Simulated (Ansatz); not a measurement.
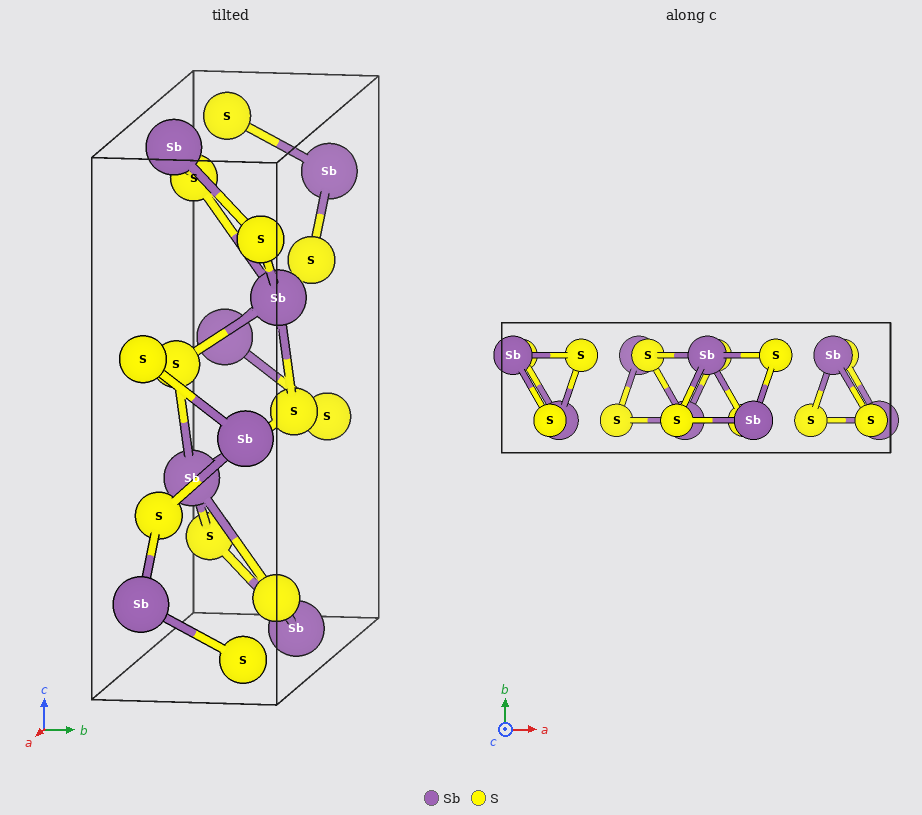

Structure drawing (ball-and-stick), viewed slightly off an axis and along the c axis. Lines trace the edges of the conventional unit cell.

Sb2S3, space group Pnma (No. 62), a = 11.474 Å, b = 3.842 Å, c = 11.206 Å, α = 90.00°, β = 90.00°, γ = 90.00°. Source of the structure: a structure listed in the Materials Project. Earlier steps of the study may have refined or changed the cell and positions. Ansatz was used for an electronic-structure calculation on it.

This one geometry was computed with Ansatz (DFT, plane waves, PAW) at five levels of theory: HSE06, PBE0, PBE with spin-orbit coupling, PBE and r2SCAN.

### Which level gives the highest pressure at this volume, and what does that say about its equilibrium volume?

Highest: PBE with spin-orbit coupling (2.2 GPa) and PBE (2.1 GPa), which points to the largest equilibrium volume. Lowest, with the smallest volume: HSE06 (-0.1 GPa) and PBE0 (-0.2 GPa). Levels within 0.5 GPa of each other can't be told apart.

### How does the band gap change with the level of theory?

PBE with spin-orbit coupling: a gap of 1.26 eV, indirect; PBE: a gap of 1.31 eV, indirect; r2SCAN: a gap of 1.50 eV, indirect; HSE06: a gap of 1.82 eV, indirect; PBE0: a gap of 2.44 eV, indirect.

### Collect the results in a table.

| level | cutoff (eV) | k-mesh of the run's cell | gap (eV) | pressure (GPa) |
| --- | --- | --- | --- | --- |
| HSE06 | 420 | 2×4×2 | 1.82 | -0.1 |
| PBE0 | 420 | 2×4×2 | 2.44 | -0.2 |
| PBE with spin-orbit coupling | 420 | 2×6×2 | 1.26 | 2.2 |
| PBE | 420 | 2×6×2 | 1.31 | 2.1 |
| r2SCAN | 500 | 2×6×2 | 1.50 | 0.8 |

Gaps are taken on the k-mesh or band path of each run.
